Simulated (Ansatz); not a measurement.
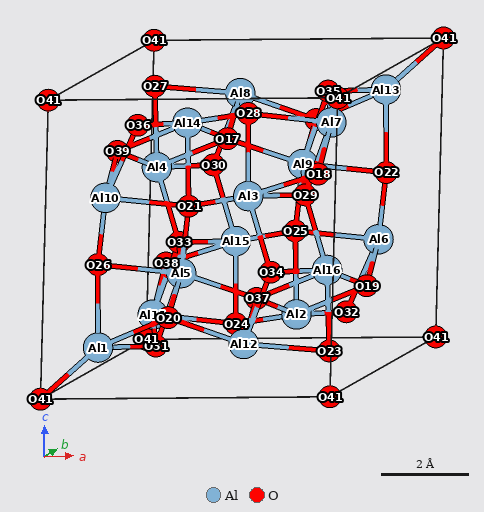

This is the input geometry for a relaxation of a defect cell of composition Al₁₆O₂₅ (cell charge −1). A ball-and-stick model of the cell of the calculation, seen slightly off an axis.

Case: O interstitial, charge -1, atoms relaxed at the host's cell.

All numbers below come from Ansatz, DFT PBEsol, scalar-relativistic, plane waves, PAW.

(plane-wave cutoff 420 eV; k-point mesh 2 × 2 × 2; occupations gaussian; smearing width 0.01 eV; mesh shifted by (0.5, 0.5, 0.5); collinear spin; atoms relaxed in a fixed cell; force threshold 0.025 eV/Å; at most 45 steps)

```
CELL_PARAMETERS angstrom
-4.77386 -2.75619 4.33829
4.77386 -2.75619 4.33829
0.00000 5.51238 4.33829
ATOMIC_POSITIONS crystal
Al 0.14287 0.14287 0.14287
Al 0.64435 0.64584 0.14918
Al 0.64584 0.14918 0.64435
Al 0.14918 0.64435 0.64584
Al 0.34903 0.34903 0.34903
Al 0.84716 0.85112 0.35769
Al 0.85112 0.35769 0.84716
Al 0.35769 0.84716 0.85112
Al 0.65097 0.65097 0.65097
Al 0.15284 0.14888 0.64231
Al 0.14888 0.64231 0.15284
Al 0.64231 0.15284 0.14888
Al 0.85713 0.85713 0.85713
Al 0.35565 0.35416 0.85082
Al 0.35416 0.85082 0.35565
Al 0.85082 0.35565 0.35416
O 0.40809 0.59564 0.74878
O 0.90097 0.10602 0.72436
O 0.90042 0.60131 0.25193
O 0.39916 0.09580 0.25040
O 0.40436 0.25122 0.59191
O 0.90420 0.74960 0.60084
O 0.89398 0.27564 0.09903
O 0.39869 0.74807 0.09958
O 0.59564 0.74878 0.40809
O 0.09580 0.25040 0.39916
O 0.10602 0.72436 0.90097
O 0.60131 0.25193 0.90042
O 0.74878 0.40809 0.59564
O 0.25193 0.90042 0.60131
O 0.25040 0.39916 0.09580
O 0.72436 0.90097 0.10602
O 0.25122 0.59191 0.40436
O 0.74807 0.09958 0.39869
O 0.74960 0.60084 0.90420
O 0.27564 0.09903 0.89398
O 0.59191 0.40436 0.25122
O 0.09903 0.89398 0.27564
O 0.09958 0.39869 0.74807
O 0.60084 0.90420 0.74960
O 0.00000 0.00000 0.00000
```

Q: Predict the outcome.

A: The energy falls by 0.414 eV per cell of the calculation in 3 accepted moves (4 points after the start). The largest force component goes from 1.9 to 0.009 eV/Å. 1 step only repeated the SCF at the same geometry. The largest moves, 0.064 Å, are those of Al1 and Al13. Al13 goes along [1 1 1]. Largest moves by element: Al 0.064 Å, O 0.056 Å. The lattice vectors keep their values. Among the contacts that change: Al13–O41 1.859 → 1.796 Å, Al13–O22 1.996 → 2.042 Å, Al14–O36 1.911 → 1.867 Å, Al10–O39 1.953 → 1.928 Å. Among the angles between lasting bonds that change: O23–Al12–O32 99.6° → 103.5°, Al6–O32–Al13 124.0° → 120.2°, Al2–O32–Al12 141.3° → 144.0°.

The end point in the same view:

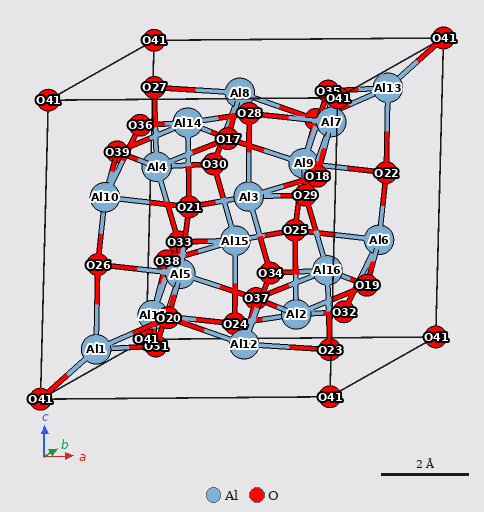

Limits of the set-up: the k-point mesh is coarse for a cell with partly filled bands; the periodic images lie only 7.0 Å apart, so the values are limited by the cell's size; the cell is charged, on a uniform background, and energies carry no finite-size correction.
